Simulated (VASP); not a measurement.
**Band-structure calculation of SiC₃**

System: SiC₃ (R3m, 4 atoms in the cell).
Method: DFT, PBE, plane waves, PAW (VASP 6.6.1).

The structure was built on a prototype by a generator. The geometry comes from this level: r2SCAN (a point of a series of strains). It belongs to a series of runs on one base structure; here: epitaxial_xy strain +1.7%.

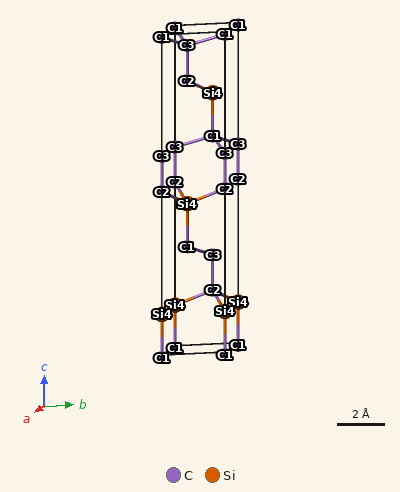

**Figure 1.** The structure as given in the input (ball-and-stick view of the cell 3 times as large as that of the calculation, set on its symmetry axes, seen slightly off an axis; atoms are numbered from 1 in the order of the input). Near neighbours in the crystal (not all of them lie inside the picture): C has 3 C at 1.74 Å and 1 Si at 1.88 Å; C has 1 C at 1.54 Å and 3 Si at 1.80 Å; C has 4 C at 1.54 to 1.74 Å; Si has 4 C at 1.80 to 1.88 Å.

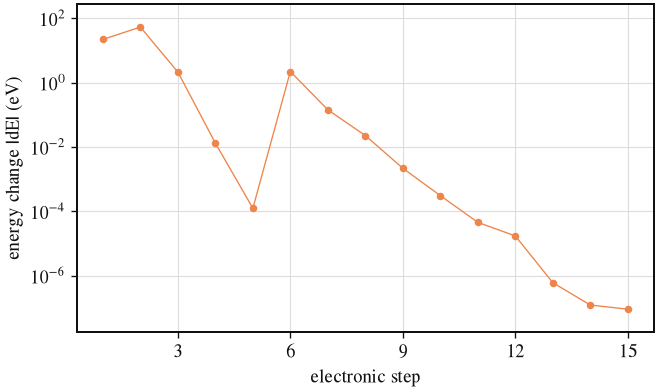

**Figure 2.** Convergence of the self-consistent field: energy change |dE| against the electronic step. It takes 15 electronic steps. The density is held fixed in the first few steps, and dE rises again when its update begins.

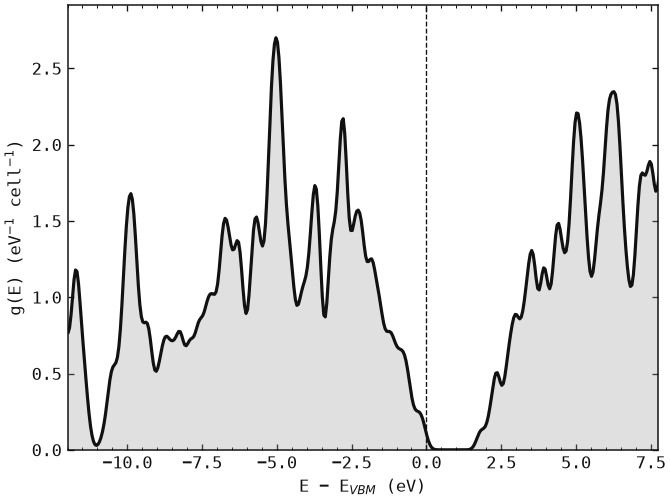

**Figure 3.** Density of states (the curve is built from the levels of the k mesh with Gaussians 0.3 eV wide, which also blur the band edges), with energies from the valence-band top. There is a gap of 1.76 eV on the k-point mesh. Small ripples come from the finite k-point mesh.

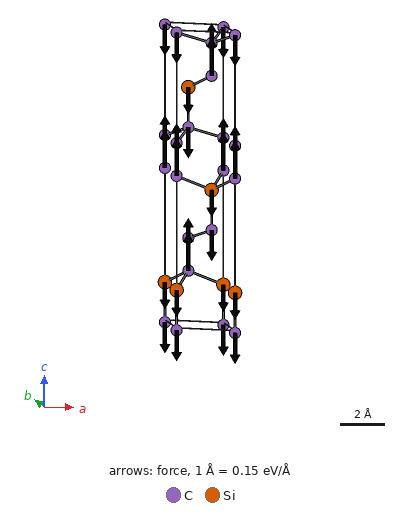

**Figure 4.** Forces on the atoms as black arrows (ball-and-stick view of the cell 3 times as large as that of the calculation, set on its symmetry axes, seen slightly off an axis). The largest act on C2 (0.27 eV/Å); C1 (0.22 eV/Å); Si4 (0.19 eV/Å); C3 (0.14 eV/Å). Atoms are counted from 1 in the order of the input and aren't labelled in the picture. The geometry is not a stationary point of this energy.

The input and output of the run follow.

**INCAR**
```
ENCUT = 520.000000
SIGMA = 0.020000
EDIFF = 1.00e-07
GGA = PE
PREC = Accurate
IBRION = -1
ISIF = 2
ISMEAR = -1
NBANDS = 16
NELM = 120
NSW = 0
LASPH = .TRUE.
LCHARG = .TRUE.
LELF = .TRUE.
LWAVE = .FALSE.
LREAL = .FALSE.
```

**KPOINTS**
```
KPOINTS created by Atomic Simulation Environment
0
Gamma
10 10 10
0 0 0
```

**KPOINTS_OPT**
```
special points
9
Reciprocal
0.0000000000 0.0000000000 0.0000000000 1
-0.5000000000 -0.5000000000 -0.5000000000 1
-0.5000000000 -0.1870802521 -0.8129197479 1
-0.1870802521 0.1870802521 -0.5000000000 1
0.0000000000 0.0000000000 -0.5000000000 1
0.0000000000 0.3435401260 -0.3435401260 1
-0.3435401260 0.0000000000 -0.6564598740 1
-0.5000000000 0.0000000000 -0.5000000000 1
0.1000000000 -0.5000000000 -0.5000000000 1
```

**POSCAR**
```
C  Si
 1.0000000000000000
     1.4387886198946001    0.8306849970031174    4.6550861549000002
    -1.4387886198946001    0.8306849970031174    4.6550861549000002
     0.0000000000000000   -1.6613699940062354    4.6550861549000002
 C   Si
   3   1
Cartesian
  1.4387886198945998  0.8306849970031169  4.7664882233418338
 -0.0000000000000000 -0.0000000000000003  6.8365847026714519
  0.0000000000000001 -0.0000000000000003  5.2972643265726633
 -0.0000000000000001 -0.0000000000000005 12.1939512141425208
```

Command:
```bash
mpirun -np 1 vasp_std
```

**OSZICAR**
```
N       E                     dE             d eps       ncg     rms          rms(c)
DAV:   1     0.219888716981E+02    0.21989E+02   -0.75641E+03  3712   0.926E+02
DAV:   2    -0.312561690802E+02   -0.53245E+02   -0.48198E+02  5312   0.162E+02
DAV:   3    -0.333756097794E+02   -0.21194E+01   -0.21093E+01  4608   0.293E+01
DAV:   4    -0.333886864023E+02   -0.13077E-01   -0.13074E-01  4824   0.280E+00
DAV:   5    -0.333888099664E+02   -0.12356E-03   -0.12356E-03  4592   0.253E-01    0.106E+01
DAV:   6    -0.311816005548E+02    0.22072E+01   -0.30224E+00  4704   0.142E+01    0.489E+00
DAV:   7    -0.310392240133E+02    0.14238E+00   -0.10470E+00  5056   0.692E+00    0.252E+00
DAV:   8    -0.310166812013E+02    0.22543E-01   -0.82300E-02  4736   0.210E+00    0.485E-01
DAV:   9    -0.310145127451E+02    0.21685E-02   -0.15742E-02  4808   0.106E+00    0.159E-01
DAV:  10    -0.310148184735E+02   -0.30573E-03   -0.19894E-03  4832   0.310E-01    0.582E-02
DAV:  11    -0.310148635500E+02   -0.45077E-04   -0.10236E-04  4984   0.802E-02    0.254E-02
DAV:  12    -0.310148805703E+02   -0.17020E-04   -0.28669E-05  4976   0.441E-02    0.825E-03
DAV:  13    -0.310148811720E+02   -0.60168E-06   -0.20992E-06  4880   0.102E-02    0.488E-03
DAV:  14    -0.310148812929E+02   -0.12099E-06   -0.14538E-07  4352   0.385E-03    0.236E-03
DAV:  15    -0.310148813829E+02   -0.89934E-07   -0.17568E-07  3136   0.310E-03
   1 F= -.31014881E+02 E0= -.31014881E+02  d E =-.204539E-10
       N       E                     dE             ncg
DAV:   1     0.301800888231E+04   -0.47860E+04      288
DAV:   2     0.253944459438E+04   -0.47856E+03      400
DAV:   3     0.252291839058E+04   -0.16526E+02      376
DAV:   4     0.252282631942E+04   -0.92071E-01      376
DAV:   5     0.252282548078E+04   -0.83865E-03      368
DAV:   6     0.252282546903E+04   -0.11749E-04      400
DAV:   7     0.252282546883E+04   -0.19731E-06      360
DAV:   8     0.252282546883E+04   -0.38526E-08      328
```

**Parts of OUTCAR**
```
k-points           NKPTS =    116   k-points in BZ     NKDIM =    116   number of bands    NBANDS=     16

   NELECT =      16.0000    total number of electrons

   dimension x,y,z NGX =    40 NGY =   40 NGZ =   40
   dimension x,y,z NGXF=    80 NGYF=   80 NGZF=   80

  energy-cutoff  :      520.00
  volume of cell :       33.38
      direct lattice vectors                 reciprocal lattice vectors
     1.438788620  0.830684997  4.655086155     0.347514564  0.200637627  0.071606265
    -1.438788620  0.830684997  4.655086155    -0.347514564  0.200637627  0.071606265
     0.000000000 -1.661369994  4.655086155     0.000000000 -0.401275254  0.071606265

 k-points in reciprocal lattice and weights: KPOINTS created by Atomic Simulation Env
   0.00000000  0.00000000  0.00000000       0.001
   0.10000000 -0.00000000  0.00000000       0.006
   0.20000000 -0.00000000  0.00000000       0.006
   0.30000000 -0.00000000  0.00000000       0.006
   0.40000000  0.00000000  0.00000000       0.006
   0.50000000 -0.00000000  0.00000000       0.003
   0.10000000  0.10000000  0.00000000       0.006
   0.20000000  0.10000000  0.00000000       0.012
   0.30000000  0.10000000 -0.00000000       0.012
   0.40000000  0.10000000  0.00000000       0.012
   0.50000000  0.10000000  0.00000000       0.012
  -0.40000000  0.10000000 -0.00000000       0.012
  -0.30000000  0.10000000 -0.00000000       0.012
  -0.20000000  0.10000000  0.00000000       0.012
  -0.10000000  0.10000000  0.00000000       0.006
   0.20000000  0.20000000  0.00000000       0.006
   0.30000000  0.20000000  0.00000000       0.012
   0.40000000  0.20000000  0.00000000       0.012
   0.50000000  0.20000000 -0.00000000       0.012
  -0.40000000  0.20000000  0.00000000       0.012
  -0.30000000  0.20000000  0.00000000       0.012
  -0.20000000  0.20000000  0.00000000       0.006
   0.30000000  0.30000000  0.00000000       0.006
   0.40000000  0.30000000  0.00000000       0.012
   0.50000000  0.30000000  0.00000000       0.012
  -0.40000000  0.30000000 -0.00000000       0.012
  -0.30000000  0.30000000  0.00000000       0.006
   0.40000000  0.40000000  0.00000000       0.006
   0.50000000  0.40000000  0.00000000       0.012
  -0.40000000  0.40000000  0.00000000       0.006
   0.50000000  0.50000000  0.00000000       0.003
   0.10000000  0.10000000  0.10000000       0.002
   0.20000000  0.10000000  0.10000000       0.006
   0.30000000  0.10000000  0.10000000       0.006
   0.40000000  0.10000000  0.10000000       0.006
   0.50000000  0.10000000  0.10000000       0.006
  -0.40000000  0.10000000  0.10000000       0.006
  -0.30000000  0.10000000  0.10000000       0.006
  -0.20000000  0.10000000  0.10000000       0.006
  -0.10000000  0.10000000  0.10000000       0.006
   0.20000000  0.20000000  0.10000000       0.006
   0.30000000  0.20000000  0.10000000       0.012
   0.40000000  0.20000000  0.10000000       0.012
   0.50000000  0.20000000  0.10000000       0.012
  -0.40000000  0.20000000  0.10000000       0.012
  -0.30000000  0.20000000  0.10000000       0.012
  -0.20000000  0.20000000  0.10000000       0.012
  -0.10000000  0.20000000  0.10000000       0.012
   0.30000000  0.30000000  0.10000000       0.006
   0.40000000  0.30000000  0.10000000       0.012
   0.50000000  0.30000000  0.10000000       0.012
  -0.40000000  0.30000000  0.10000000       0.012
  -0.30000000  0.30000000  0.10000000       0.012
  -0.20000000  0.30000000  0.10000000       0.012
  -0.10000000  0.30000000  0.10000000       0.012
   0.40000000  0.40000000  0.10000000       0.006
   0.50000000  0.40000000  0.10000000       0.012
  -0.40000000  0.40000000  0.10000000       0.012
  -0.30000000  0.40000000  0.10000000       0.012
  -0.20000000  0.40000000  0.10000000       0.012
  -0.10000000  0.40000000  0.10000000       0.012
   0.50000000  0.50000000  0.10000000       0.006
  -0.40000000  0.50000000  0.10000000       0.012
  -0.30000000  0.50000000  0.10000000       0.012
  -0.20000000  0.50000000  0.10000000       0.012
  -0.10000000  0.50000000  0.10000000       0.006
  -0.40000000 -0.40000000  0.10000000       0.006
  -0.30000000 -0.40000000  0.10000000       0.012
  -0.20000000 -0.40000000  0.10000000       0.012
  -0.30000000 -0.30000000  0.10000000       0.006
  -0.20000000 -0.30000000  0.10000000       0.012
  -0.20000000 -0.20000000  0.10000000       0.006
   0.20000000  0.20000000  0.20000000       0.002
   0.30000000  0.20000000  0.20000000       0.006
   0.40000000  0.20000000  0.20000000       0.006
   0.50000000  0.20000000  0.20000000       0.006
  -0.40000000  0.20000000  0.20000000       0.006
  -0.30000000  0.20000000  0.20000000       0.006
  -0.20000000  0.20000000  0.20000000       0.006
   0.30000000  0.30000000  0.20000000       0.006
   0.40000000  0.30000000  0.20000000       0.012
   0.50000000  0.30000000  0.20000000       0.012
  -0.40000000  0.30000000  0.20000000       0.012
  -0.30000000  0.30000000  0.20000000       0.012
  -0.20000000  0.30000000  0.20000000       0.012
   0.40000000  0.40000000  0.20000000       0.006
   0.50000000  0.40000000  0.20000000       0.012
  -0.40000000  0.40000000  0.20000000       0.012
  -0.30000000  0.40000000  0.20000000       0.012
  -0.20000000  0.40000000  0.20000000       0.012
   0.50000000  0.50000000  0.20000000       0.006
  -0.40000000  0.50000000  0.20000000       0.012
  -0.30000000  0.50000000  0.20000000       0.012
  -0.20000000  0.50000000  0.20000000       0.006
  -0.40000000 -0.40000000  0.20000000       0.006
  -0.30000000 -0.40000000  0.20000000       0.012
  -0.30000000 -0.30000000  0.20000000       0.006
   0.30000000  0.30000000  0.30000000       0.002
   0.40000000  0.30000000  0.30000000       0.006
   0.50000000  0.30000000  0.30000000       0.006
  -0.40000000  0.30000000  0.30000000       0.006
  -0.30000000  0.30000000  0.30000000       0.006
   0.40000000  0.40000000  0.30000000       0.006
   0.50000000  0.40000000  0.30000000       0.012
  -0.40000000  0.40000000  0.30000000       0.012
  -0.30000000  0.40000000  0.30000000       0.012
   0.50000000  0.50000000  0.30000000       0.006
  -0.40000000  0.50000000  0.30000000       0.012
  -0.30000000  0.50000000  0.30000000       0.006
  -0.40000000 -0.40000000  0.30000000       0.006
   0.40000000  0.40000000  0.40000000       0.002
   0.50000000  0.40000000  0.40000000       0.006
  -0.40000000  0.40000000  0.40000000       0.006
   0.50000000  0.50000000  0.40000000       0.006
  -0.40000000  0.50000000  0.40000000       0.006
   0.50000000  0.50000000  0.50000000       0.001

 E-fermi :   9.0422

 k-point     1 :       0.0000    0.0000    0.0000
  band No.  band energies     occupation
      1      -9.4108      2.00000
      2      -4.6446      2.00000
      3      -2.2923      2.00000
      4       5.8918      2.00000
      5       5.8918      2.00000
      6       7.8403      2.00000
      7       8.6739      2.00000
      8       8.6739      2.00000
      9      12.0637      0.00000
     10      13.2646      0.00000
     11      13.2646      0.00000
     12      13.9442      0.00000
     13      16.6702      0.00000
     14      16.9960      0.00000
     15      16.9960      0.00000
     16      21.4803      0.00000

 k-point     2 :       0.1000   -0.0000    0.0000
  band No.  band energies     occupation
      1      -9.2173      2.00000
      2      -4.5165      2.00000
      3      -2.0836      2.00000
      4       4.9402      2.00000
      5       5.6380      2.00000
      6       7.4790      2.00000
      7       7.9196      2.00000
      8       8.3190      2.00000
      9      12.5875      0.00000
     10      13.4452      0.00000
     11      13.7850      0.00000
     12      14.1394      0.00000
     13      16.3411      0.00000
     14      17.4217      0.00000
     15      17.5302      0.00000
     16      21.8997      0.00000

 k-point     3 :       0.2000   -0.0000    0.0000
  band No.  band energies     occupation
      1      -8.6447      2.00000
      2      -4.1388      2.00000
      3      -1.5141      2.00000
      4       3.0326      2.00000
      5       5.0655      2.00000
      6       5.7742      2.00000
      7       7.0740      2.00000
      8       7.5860      2.00000
      9      12.5030      0.00000
     10      13.7315      0.00000
     11      14.9501      0.00000
     12      15.1338      0.00000
     13      16.0912      0.00000
     14      18.3674      0.00000
     15      18.7702      0.00000
     16      21.3649      0.00000

 k-point     4 :       0.3000   -0.0000    0.0000
  band No.  band energies     occupation
      1      -7.7216      2.00000
      2      -3.5882      2.00000
      3      -0.9179      2.00000
      4       1.3744      2.00000
      5       3.7363      2.00000
      6       4.4813      2.00000
      7       6.0113      2.00000
      8       6.8878      2.00000
      9      12.1509      0.00000
     10      13.3314      0.00000
     11      15.8692      0.00000
     12      16.1631      0.00000
     13      16.6422      0.00000
     14      18.6251      0.00000
     15      19.7632      0.00000
     16      20.8880      0.00000

 k-point     5 :       0.4000    0.0000    0.0000
  band No.  band energies     occupation
      1      -6.5406      2.00000
      2      -3.3907      2.00000
      3      -1.1018      2.00000
      4       1.4056      2.00000
      5       2.0038      2.00000
      6       4.0752      2.00000
      7       4.7250      2.00000
      8       6.4184      2.00000
      9      11.9032      0.00000
     10      12.9763      0.00000
     11      15.4482      0.00000
     12      17.0321      0.00000
     13      17.3259      0.00000
     14      18.7738      0.00000
     15      19.9125      0.00000
     16      20.7887      0.00000

 [... the levels of 110 k-points are left out ...]

 k-point   116 :       0.5000    0.5000    0.5000
  band No.  band energies     occupation
      1      -8.6484      2.00000
      2      -7.0777      2.00000
      3       1.9045      2.00000
      4       4.0373      2.00000
      5       5.9929      2.00000
      6       5.9929      2.00000
      7       8.2762      2.00000
      8       8.2762      2.00000
      9      12.1701      0.00000
     10      13.8937      0.00000
     11      13.8937      0.00000
     12      14.1325      0.00000
     13      17.6373      0.00000
     14      17.6373      0.00000
     15      17.6994      0.00000
     16      22.0747      0.00000

  Total       -1.5193303     -1.5193303      0.7936045      0.0000000     -0.0000000      0.0000000
  in kB      -72.9206359    -72.9206359     38.0892442      0.0000000     -0.0000000      0.0000000
  external PRESSURE =     -35.9173426 kB  Pullay stress =       0.0000000 kB

 POSITION                                       TOTAL-FORCE (eV/Angst)
 -----------------------------------------------------------------------------------
      0.00000     -0.00000      0.11140         0.000000     -0.000000      0.219634
      0.00000     -0.00000      6.83658         0.000000      0.000000     -0.269340
      0.00000     -0.00000      5.29726         0.000000      0.000000     -0.140823
      0.00000     -0.00000     12.19395         0.000000     -0.000000      0.190529
 -----------------------------------------------------------------------------------
    total drift:                               -0.000000     -0.000000      0.000010

  FREE ENERGIE OF THE ION-ELECTRON SYSTEM (eV)
  ---------------------------------------------------
  free  energy   TOTEN  =       -31.0148813829 eV

  energy  without entropy=      -31.0148813829  energy(sigma->0) =      -31.01488138
```

**Summary**

```json
{"quantity": "outcome", "value": "converged"}
{"quantity": "space group (tolerance 0.01 Å)", "value": "R3m (160)"}
{"quantity": "electrons treated", "value": "16"}
{"quantity": "free energy", "value": "−31.0149 eV"}
{"quantity": "Fermi energy", "value": "9.042 eV"}
{"quantity": "band gap", "value": "1.76 eV"}
{"quantity": "pressure", "value": "−3.59 GPa"}
{"quantity": "largest force (length of the vector)", "value": "0.269 eV/Å"}
{"quantity": "hardware", "value": "1 CPU thread, shared host"}
{"quantity": "wall time", "value": "3.8 min"}
{"quantity": "peak memory", "value": "0.29 GiB"}
```
